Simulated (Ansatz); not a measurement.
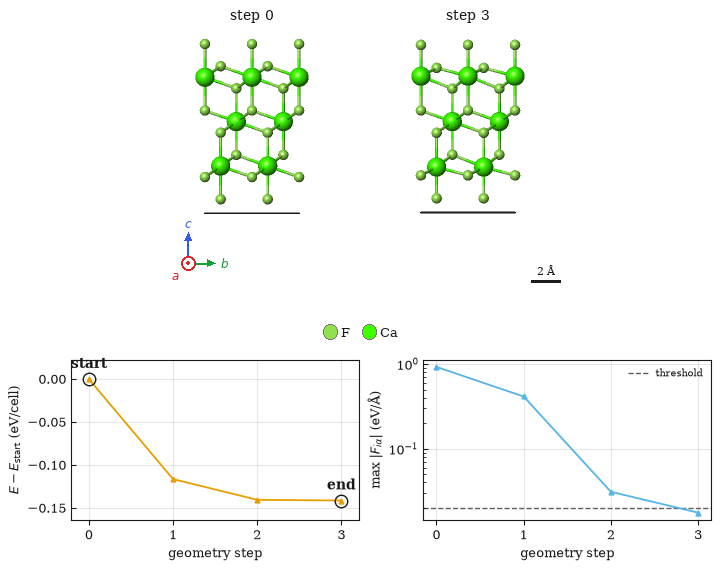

First and last geometry of a relaxation of a slab of composition Ca$_{3}$F$_{8}$ (cut from the Fm-3m phase), with the history of the run. The picture is a ball-and-stick view of the 2 × 2 repeat of the cell, outlined in the plane, without the vacuum, seen along the a axis.

Case: (1 1 1) slab, atoms relaxed. The slab is the (1 1 1) face of CaF2.

All numbers below come from DFT PBEsol, scalar-relativistic, plane waves, PAW in Ansatz 0.2.0. Set-up: plane-wave cutoff 420 eV; k-point mesh 9 × 9 × 1; occupations gaussian; smearing width 0.05 eV; no spin polarisation; dipole correction; atoms relaxed in a fixed cell; force threshold 0.02 eV/Å; at most 60 steps.

**What do the curves and the structures tell?**

It converged. The energy falls by 0.141 eV per cell of the calculation in 3 geometry steps. Largest force component: 0.93 eV/Å at the start, 0.018 eV/Å at the end. The largest moves relative to the layer's centre, 0.12 Å, are those of F atoms. Largest moves by element: F 0.12 Å, Ca 0.08 Å. The lattice vectors keep their values. Near-neighbour distances that change, for instance: Ca–F 2.347 → 2.207 Å, Ca–F 2.347 → 2.418 Å, Ca–F 2.347 → 2.289 Å, Ca–F 2.347 → 2.380 Å. Among the angles between lasting bonds that change: Ca–F–Ca 109.5° → 113.7°, Ca–F–Ca 109.5° → 107.3°, Ca–F–Ca 109.5° → 111.6°.
